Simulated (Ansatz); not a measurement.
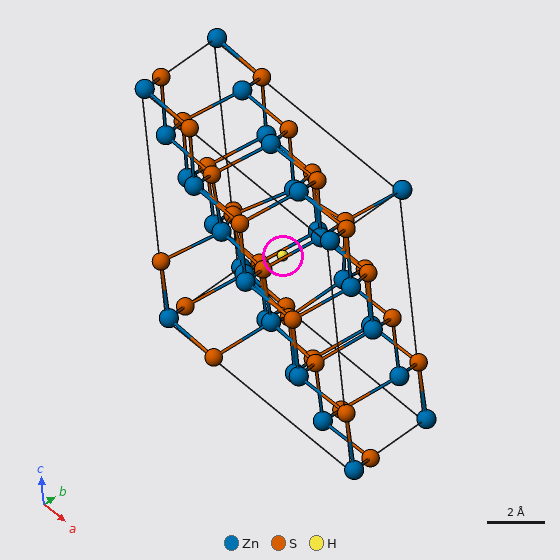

We look at a ball-and-stick model of the crystal slightly off an axis. Lines trace the edges of the supercell. The host is ZnS, in a cell of 32 sites, and the cell carries a charge of -1. A ring marks the defect's site.

Q: Describe the defect.

A: An interstitial hydrogen atom. It is bonded to no bonds drawn.

The atoms were relaxed in the host's cell with Ansatz 0.2.0, DFT PBE, scalar-relativistic, plane waves, PAW.
